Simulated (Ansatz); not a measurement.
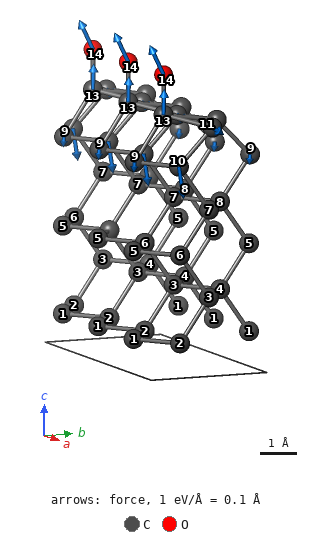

Starting geometry of a slab of composition C$_{13}$O (cut from the Fd-3m phase) with the computed forces as blue arrows. Style: ball-and-stick. Shown: the 3 × 1 repeat of the cell, outlined in the plane, without the vacuum, slightly off an axis.

Case: CO put at a hollow C-C-C site. The slab is the (1 1 0) face of C with CO on it. 6 atoms are held fixed.

Theory: DFT PBEsol, scalar-relativistic, plane waves, PAW (Ansatz 0.2.0).

The input:
```yaml
crystal:
  lattice:
    - [2.5129226041, 0.0, 0.0]
    - [0.0, 3.5538092279, 0.0]
    - [0.0, 0.0, 26.4323065103]
  atoms:
    - { symbol: C, position: [0.5, 0.0, 0.3215761741] }
    - { symbol: C, position: [0.0, 0.25, 0.3215761741] }
    - { symbol: C, position: [0.0, 0.5, 0.3691112351] }
    - { symbol: C, position: [0.5, 0.75, 0.3691112351] }
    - { symbol: C, position: [0.5, 0.0, 0.4166462961] }
    - { symbol: C, position: [0.0, 0.25, 0.4166462961] }
    - { symbol: C, position: [0.0, 0.5012213665, 0.4639707316] }
    - { symbol: C, position: [0.5, 0.7487786335, 0.4639707316] }
    - { symbol: C, position: [0.5, 0.0097937655, 0.5127526596] }
    - { symbol: C, position: [0.0, 0.2402062345, 0.5127526596] }
    - { symbol: C, position: [0.0, 0.5296167306, 0.5526411805] }
    - { symbol: C, position: [0.5, 0.7203832694, 0.5526411805] }
    - { symbol: C, position: [0.5, 0.2598722435, 0.5617209784] }
    - { symbol: O, position: [0.5, 0.2598722435, 0.6052283431] }
basis:
  ecutwfc: 420
kpoints:
  mp_grid: { grid: [11, 8, 1] }
hamiltonian:
  xc: pbesol
scf:
  occupations: { method: gaussian, width: 0.05 }
output:
  forces: true
  eigenvalues: true
relax:
  adjacent_minimum: "off"
  f_tol: 0.03
  max_steps: 70
  constraints: [{ sites: [0, 1, 2, 3, 4, 5] }]
efield:
  axis: 3
  dipole_correction: true
  ramp_width: 0.04
```

Command:
```bash
ansatz run input.yaml --threads 1 --pin off --max-ram 2560MiB --backend cpu --events-out ev --progress --plain --runs-dir out
```

**What follows when this structure is relaxed?**

It isn't relaxed: the largest force vector, on O14, is 9.74 eV/Å. The final displacements follow the starting forces only in part (cosine between the two patterns 0.64). After 11 accepted moves (12 points after the start) the energy has fallen by 12.197 eV per cell of the calculation. The largest force component goes from 9.4 to 0.021 eV/Å. 1 step only repeated the SCF at the same geometry. O14 moves most: 1.39 Å at 37° to the normal (+c side). By element the largest moves are O 1.39 Å, C 1.37 Å. The cell doesn't change. Among the contacts that change: C12–C13 1.654 → 2.790 Å, C10–C13 1.805 → 2.825 Å, C9–C13 1.570 → 2.420 Å, C11–C13 1.599 → 2.378 Å. New bonds form: C12–C13 (another periodic image) (1.93 → 1.52 Å). Bonds break: C12–C13 (1.65 → 2.79 Å). Among the angles between lasting bonds that change: C12–C11–C12 123.3° → 109.5°, C7–C10–C11 100.0° → 110.4°, C8–C9–C12 100.0° → 109.3°. The run took 19 min on 1 thread of Intel(R) Xeon(R) Processor @ 2.50GHz (Skylake/Cascade Lake) (shared host), peak memory 0.56 GiB.

Limits of the set-up: the periodic images lie only 2.5 Å apart, so the values are limited by the cell's size.
